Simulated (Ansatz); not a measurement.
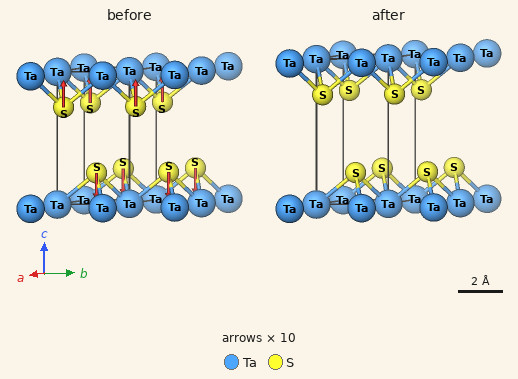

The structure of crystalline TaS2 (set up in P-3m1) before (left) and after (right) a relaxation, at one scale. The red arrows give the displacements (the part carried along by the change of the cell is left out), magnified 10 times.

The picture is a ball-and-stick view of the cell of the calculation, repeated 2 × 2 × 1 with one cell outlined, seen from a free direction.

Theory: DFT PBE, scalar-relativistic, plane waves, PAW in Ansatz 0.2.0.

Input file:
```yaml
crystal:
  lattice:
    - [3.3828573416, 0.0, 0.0]
    - [-1.6914286708, 2.9296403952, 0.0]
    - [0.0, 0.0, 6.16797857]
  atoms:
    - { symbol: Ta, position: [0.0, 0.0, 0.0] }
    - { symbol: S, position: [0.66666667, 0.33333333, 0.75428212] }
    - { symbol: S, position: [0.33333333, 0.66666667, 0.24571788] }
basis:
  ecutwfc: 420
kpoints:
  mp_grid: { grid: [15, 15, 8] }
hamiltonian:
  xc: pbe
scf:
  occupations: { method: gaussian, width: 0.1 }
output:
  forces: true
  stress: true
  eigenvalues: true
relax:
  adjacent_minimum: "off"
  f_tol: 0.005
  max_steps: 80
  cell: { stress_tol: 0.05 }
```

Launched with:
```bash
ansatz run input.yaml --threads 1 --pin off --max-ram 1331MiB --backend cpu --events-out ev --progress --plain --runs-dir out
```

**Describe what moved and what it gained.**

The largest moves relative to the cell, 0.13 Å, are those of S2 and S3. S3 goes along −c. Ta stays in place. Cell: a = b 3.383 → 3.377 Å (−0.2 %), c 6.168 → 6.763 Å (+9.7 %). Volume +9.3 %. Some distances before and after: Ta1–S2 2.472 → 2.481 Å, Ta1–Ta1 3.383 → 3.377 Å. The space group stays P-3m1 (No. 164). The energy falls by 5.4 meV per atom in 8 accepted moves (10 points after the start). The largest force component goes from 0.21 to 0.00041 eV/Å. Pressure: 1.29 GPa at the start and 0.00 GPa at the end. At 2 points the geometry stayed and the basis and grid were re-selected for the new cell (energy shift of 0.5 meV per atom at most each time).
